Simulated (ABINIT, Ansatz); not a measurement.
# A GW chain in ABINIT: BaTiO3 (P4mm), part 2 of 2

Aim: the G0W0 gap of BaTiO3 (P4mm) on LDA, step by step.

ABINIT 10.8.3; LDA and many-body steps on it, plane waves. Known limits of the many-body steps: not at the basis limit; no spin-orbit coupling; coarse k mesh.

So far. Step 2 (Ground state): The gap is indirect, with the least direct gap 0.28 eV higher. Step 3 (Empty states on the mesh, 4×4×4 mesh, 83 bands): On this mesh the gap is 1.742 eV.

The database entry behind the starting cell differs from later determinations by our own check (c/a about 0.6 % short), so it need not match the best structure at ambient conditions.

## Step 4: Screening, 4×4×4 mesh, 77 bands, screening to 119.7 eV

The RPA dielectric matrix is built and inverted for each q.

This step: RPA screening on LDA, plane waves, norm-conserving pseudopotentials.

run.abi

```
acell 3*1.0 Angstrom
rprim 
  3.999800000000 0.000000000000 0.000000000000
  0.000000000000 3.999800000000 0.000000000000
  0.000000000000 0.000000000000 4.018000000000
ntypat 3
znucl 56 22 8
natom 5
typat 1 2 3 3 3
xred 
  0.000000000000 0.000000000000 0.000000000000
  0.500000000000 0.500000000000 0.490000000000
  0.500000000000 0.500000000000 0.019000000000
  0.500000000000 0.000000000000 0.517000000000
  0.000000000000 0.500000000000 0.517000000000
pp_dirpath "pseudos"
pseudos "Ba.upf, Ti.upf, O.upf"
ecut 38
ngkpt 4 4 4
nshiftk 1
shiftk 0 0 0
kptopt 1
chksymbreak 0
istwfk *1
occopt 1
irdwfk 1
optdriver 3
nband 77
ecuteps 4.4
inclvkb 2
awtr 1
symchi 1
indata_prefix "in"
outdata_prefix "out"
tmpdata_prefix "tmp"
```

On the command line:

```sh
OMP_NUM_THREADS=1 mpirun -n 8 abinit run.abi > log
```

Numbers of over 12 decimals in the logs are rounded to 6 here.

Log:

```text
.Version 10.8.3 of ABINIT. v10.8.2 released Aug 2026.

 Symmetries : space group P4 m m (# 99); Bravais tP (primitive tetrag.)
[... echo of the input left out ...]
== DATASET  1 ==================================================================
-   mpi_nproc: 8, omp_nthreads: 1 (-1 if OMP is not activated)

--- !DatasetInfo
iteration_state: {dtset: 1, }
dimensions: {natom: 5, nkpt: 18, mband: 77, nsppol: 1, nspinor: 1, nspden: 1, mpw: 4929, }
cutoff_energies: {ecut:  38.0, pawecutdg:  -1.0, }
electrons: {nelect:   4.00000000E+01, charge:   0.00000000E+00, occopt:   1.00000000E+00, tsmear:   1.00000000E-02, }

 SCREENING: Calculation of the susceptibility and dielectric matrices

 Based on a program developped by R.W. Godby, V. Olevano, G. Onida, and L. Reining.
 Incorporated in ABINIT by V. Olevano, G.-M. Rignanese, and M. Torrent.
.Using double precision arithmetic ; gwpc =  8

[... cell and pseudopotentials left out ...]
--------------------------------------------------------------------------------

 ==== K-mesh for the wavefunctions ====
 Number of points in the irreducible wedge :    18
[... list of points left out ...]
 Together with  8 symmetry operations and time-reversal symmetry
 yields    64 points in the full Brillouin Zone.

 ==== Q-mesh for the screening function ====
 Number of points in the irreducible wedge :    18
[... list of points left out ...]
 Together with  8 symmetry operations and time-reversal symmetry
 yields    64 points in the full Brillouin Zone.

 setmesh: FFT mesh size selected  =    27x   27x   30
          total number of points  =        21870

 vcoul_init : cutoff-mode = AUXILIARY_FUNCTION
 q-points for optical limit:   1
     1)      0.000010    0.000020    0.000030

- screening: taking advantage of time-reversal symmetry
- Maximum band index for partially occupied states nbvw = 20
- Remaining bands to be divided among processors   nbcw = 57
- Number of bands treated by each node ~7

 Number of electrons calculated from density =   40.0000; Expected =   40.0000
 average of density, n =  0.092210
 r_s =    1.3731
 omega_plasma =   29.2917 [eV]

 calculating chi0 at frequencies [eV] :
  1    0.000000E+00    0.000000E+00
  2    0.000000E+00    2.929166E+01

--------------------------------------------------------------------------------
  q-point number  1        q = ( 0.000000, 0.000000, 0.000000) [r.l.u.]
--------------------------------------------------------------------------------
[... chi0 elements left out ...]
 For q-point:  0.000010 0.000020 0.000030
  dielectric constant =   6.3618
  dielectric constant without local fields =   6.9137

  Average fulfillment of the sum rule on Im[epsilon] for q-point    1 :     50.59  [%]
[... wings left out ...]
  q-point number  2        q = ( 0.250000, 0.000000, 0.000000) [r.l.u.]
--------------------------------------------------------------------------------
[... chi0 elements left out ...]
  Average fulfillment of the sum rule on Im[epsilon] for q-point    2 :     67.03  [%]

 [... 16 further q-points ...]
```

Run time: 44 s. Hardware: 8 MPI ranks of Arm Neoverse V2, shared host; peak memory 2.4 GiB; 5.9 min of CPU time.

Numbers from this step:

```
ε∞ with local fields, on this mesh, along the program's q direction : 6.362
the same without local fields                                       : 6.914
plasma frequency                                                    : 29.29 eV
plane waves in the screening matrix                                 : 179
```

Local fields lower ε∞ by 8 %. On a Γ-centred mesh this coarse the value itself is usually too large, while a short band sum pulls it down.

## Step 5: Self-energy, 4×4×4 mesh, 77 bands, screening to 119.7 eV

The self-energy is evaluated for the states that the input lists, and the levels follow from it, in one-shot runs by the linearised quasiparticle equation.

This step: G0W0 on LDA, plane waves, norm-conserving pseudopotentials.

Edit run.abi of step 4 so:

```diff
@@ -26,8 +26,17 @@
 irdwfk 1
-optdriver 3
+optdriver 4
 nband 77
+gwcalctyp 0
+ecutsigx 38
+symsigma 1
+nkptgw 2
+kptgw 
+  0.5000000000 0.5000000000 0.5000000000
+  0.0000000000 0.0000000000 0.0000000000
+bdgw 
+  18 23
+  19 23
 ecuteps 4.4
-inclvkb 2
-awtr 1
-symchi 1
+irdscr 1
+ppmodel 1
 indata_prefix "in"
```

Log:

```text
.Version 10.8.3 of ABINIT. v10.8.2 released Aug 2026.

 Symmetries : space group P4 m m (# 99); Bravais tP (primitive tetrag.)
[... echo of the input left out ...]
== DATASET  1 ==================================================================
-   mpi_nproc: 8, omp_nthreads: 1 (-1 if OMP is not activated)

--- !DatasetInfo
iteration_state: {dtset: 1, }
dimensions: {natom: 5, nkpt: 18, mband: 77, nsppol: 1, nspinor: 1, nspden: 1, mpw: 4929, }
cutoff_energies: {ecut:  38.0, pawecutdg:  -1.0, }
electrons: {nelect:   4.00000000E+01, charge:   0.00000000E+00, occopt:   1.00000000E+00, tsmear:   1.00000000E-02, }

 SIGMA: Calculation of the GW corrections

 Based on a program developped by R.W. Godby, V. Olevano, G. Onida, and L. Reining.
 Incorporated in ABINIT by V. Olevano, G.-M. Rignanese, and M. Torrent.
.Using double precision arithmetic ; gwpc =  8

[... cell and pseudopotentials left out ...]
--------------------------------------------------------------------------------

 ==== K-mesh for the wavefunctions ====
 Number of points in the irreducible wedge :    18
[... list of points left out ...]
 Together with  8 symmetry operations and time-reversal symmetry
 yields    64 points in the full Brillouin Zone.

 ==== Q-mesh for screening function ====
 Number of points in the irreducible wedge :    18
[... list of points left out ...]
 Together with  8 symmetry operations and time-reversal symmetry
 yields    64 points in the full Brillouin Zone.

 vcoul_init : cutoff-mode = AUXILIARY_FUNCTION
 q-points for optical limit:   1
     1)      0.000010    0.000020    0.000030
 setmesh: FFT mesh size selected  =    45x   45x   45
          total number of points  =        91125

 Number of electrons calculated from density =   40.0000; Expected =   40.0000
 average of density, n =  0.092210
 r_s =    1.3731
 omega_plasma =   29.2917 [eV]

 === KS Band Gaps ===
  >>>> For spin  1
   Minimum direct gap =   2.0230 [eV], located at k-point      :   0.0000  0.0000  0.0000
   Fundamental gap    =   1.7422 [eV], Top of valence bands at :   0.5000  0.5000  0.5000
                                       Bottom of conduction at :   0.0000  0.0000  0.0000
 SIGMA fundamental parameters:
 PLASMON POLE MODEL  1
 number of plane-waves for SigmaX                 4929
 number of plane-waves for SigmaC and W            179
 number of plane-waves for wavefunctions          4929
 number of bands                                    77
 number of independent spin polarizations            1
 number of spinorial components                      1
 number of k-points in IBZ                          18
 number of q-points in IBZ                          18
 number of symmetry operations                       8
 number of k-points in BZ                           64
 number of q-points in BZ                           64
 number of frequencies for dSigma/dE                 9
 frequency step for dSigma/dE [eV]                0.25
 number of omega for Sigma on real axis              0
 max omega for Sigma on real axis  [eV]           0.00
 zcut for avoiding poles [eV]                     0.10

 EPSILON^-1 parameters (SCR file):
 dimension of the eps^-1 matrix on file            179
 dimension of the eps^-1 matrix used               179
 number of plane-waves for wavefunctions          4929
 number of bands                                    77
 number of q-points in IBZ                          18
 number of frequencies                               2
 number of real frequencies                          1
 number of imag frequencies                          1

 matrix elements of self-energy operator (all in [eV])

 Perturbative Calculation

--- !SelfEnergy_ee
iteration_state: {dtset: 1, }
kpoint     : [   0.500,    0.500,    0.500, ]
spin       : 1
KS_gap     :    4.199
QP_gap     :    6.066
Delta_QP_KS:    1.867
data: !SigmaeeData |
     Band     E0 <VxcDFT>   SigX SigC(E0)      Z dSigC/dE  Sig(E)    E-E0       E
       18   6.194 -19.723 -24.888   5.250   0.762  -0.311 -19.658   0.065   6.259
       19   6.194 -19.723 -24.888   5.250   0.762  -0.311 -19.658   0.065   6.259
       20   6.277 -19.742 -24.920   5.282   0.762  -0.312 -19.663   0.079   6.356
       21  10.477 -21.652 -13.147  -5.880   0.741  -0.349 -19.706   1.946  12.422
       22  10.477 -21.651 -13.147  -5.880   0.741  -0.349 -19.706   1.946  12.422
       23  10.477 -21.651 -13.147  -5.880   0.741  -0.349 -19.706   1.946  12.422

--- !SelfEnergy_ee
iteration_state: {dtset: 1, }
kpoint     : [   0.000,    0.000,    0.000, ]
spin       : 1
KS_gap     :    2.023
QP_gap     :    3.728
Delta_QP_KS:    1.705
data: !SigmaeeData |
     Band     E0 <VxcDFT>   SigX SigC(E0)      Z dSigC/dE  Sig(E)    E-E0       E
       19   5.996 -19.835 -24.485   4.764   0.769  -0.301 -19.748   0.087   6.084
       20   5.996 -19.835 -24.485   4.764   0.769  -0.301 -19.748   0.087   6.084
       21   8.019 -18.773 -11.360  -5.115   0.780  -0.282 -16.981   1.792   9.812
       22   8.239 -18.944 -11.874  -4.794   0.779  -0.284 -17.172   1.772  10.011
       23   8.239 -18.944 -11.874  -4.794   0.779  -0.284 -17.172   1.772  10.011

== END DATASET(S) ==============================================================
================================================================================

 -outvars: echo values of variables after computation  --------
           etotal      0.0000000000E+00
            nband          77
             nkpt          18
          spgroup          99
 [... the other variables as echoed above ...]

 Calculation completed.
```

Elapsed: 6.4 s, on 8 MPI ranks; peak memory 1.8 GiB.

Numbers from this step:

```yaml
g0w0_gap_on_the_points_computed: 3.456 eV
starting_gap_on_the_mesh: 1.742 eV
k_of_the_valence_top: 0.5, 0.5, 0.5
k_of_the_conduction_bottom: 0, 0, 0
z_at_the_valence_top: 0.762
z_at_the_conduction_bottom: 0.78
least_direct_g0w0_gap_on_the_computed_points: 3.728 eV
```

The gap on the mesh goes from 1.74 eV to 3.46 eV, a correction of +1.71 eV.

Limits: finite bands, cutoff and mesh; no spin-orbit coupling; coarse k mesh. v1 is the top filled band, c1 the lowest empty one. Levels before and after the correction, in eV, zero at the valence-band top of each column:

```
           conduction bottom  valence top
Kohn-Sham               1.74         0.00
     G0W0               3.46         0.00
```

```csv
,level,energy (eV)
Kohn-Sham,(0.5 0.5 0.5) v3-v2,-0.083
Kohn-Sham,(0.5 0.5 0.5) v1,0.000
Kohn-Sham,(0.5 0.5 0.5) c1-c3,4.199
Kohn-Sham,Γ v2-v1,-0.281
Kohn-Sham,Γ c1,1.742
Kohn-Sham,Γ c2-c3,1.962
G0W0,(0.5 0.5 0.5) v3-v2,-0.097
G0W0,(0.5 0.5 0.5) v1,0.000
G0W0,(0.5 0.5 0.5) c1-c3,6.066
G0W0,Γ v2-v1,-0.272
G0W0,Γ c1,3.456
G0W0,Γ c2-c3,3.655
```

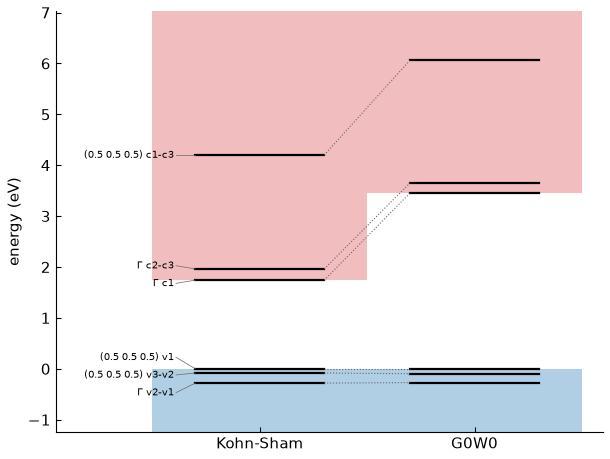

Levels before and after the correction. Shaded: valence and conduction bands.

## Step 6: Where the time went

Times are wall times on 8 MPI ranks of Arm Neoverse V2, shared host, good to a factor of about two.

```csv
step,time,share,memory (GiB)
ground state,37 s,31 %,0.68
empty states on the mesh,34 s,28 %,0.64
screening,44 s,36 %,2.4
self-energy,6.4 s,5 %,1.8
```

## Step 7: Results

| Item | Value |
| --- | --- |
| LDA gap | 1.74 eV, indirect |
| G0W0 gap on the mesh | 3.46 eV |
| GW settings | 4×4×4 mesh, 77 bands, screening to 119.7 eV, Godby-Needs plasmon pole |
| known limits | not at the basis limit; no spin-orbit coupling; coarse k mesh |

What this shows: G0W0 moves the gap on the mesh from 1.74 eV to 3.46 eV (+1.71 eV), with Z of 0.76 and 0.78 at the edges. Local fields lower the RPA ε∞ on this mesh from 6.91 to 6.36; a Γ-centred mesh this coarse tends to raise both, most where the direct gap is narrow, while a short band sum lowers them. Only 2 of the mesh's irreducible points were corrected, so a valley elsewhere could overtake. Bands and cutoff are finite, so the gap is not at the basis limit. The miss can reach some tenths of an eV and take either sign; the mesh is an error of its own. In the G0W0 run levels were corrected at 2 k points alone, so a gap called «on the mesh» is the least over those, and an edge elsewhere would be missed. The 4×4×4 mesh is coarse for this cell, which bears on the long-range parts of exchange and screening. The many-body steps are scalar-relativistic: spin-orbit coupling is not in them.

[Paths, hosts, dates, memory and timing lines, banners, echoed tables and standing remarks are left out of the program output.]

[Logs are printed without paths, hosts, clocks, repeated set-up lines and the standing remarks that a program may print on its own settings, such as how far it seeks lower states.]

[Runs of the session that timed out or met a known fault of the program may be left out.]

[Hosts, paths, dates, database ids (printed as entryN), source tags and the programs' standing remarks are cut or masked in the printed files.]

[G0W0 gaps are taken among the corrected bands and points alone; a level outside them can change the order at an edge.]

[Where Ansatz stands beside ABINIT at settings called matched, ABINIT's density can come from a denser mesh and the files from another edition; pairs whose starting gaps differed by over 0.03 eV were left out, so agreement reads better than it is.]
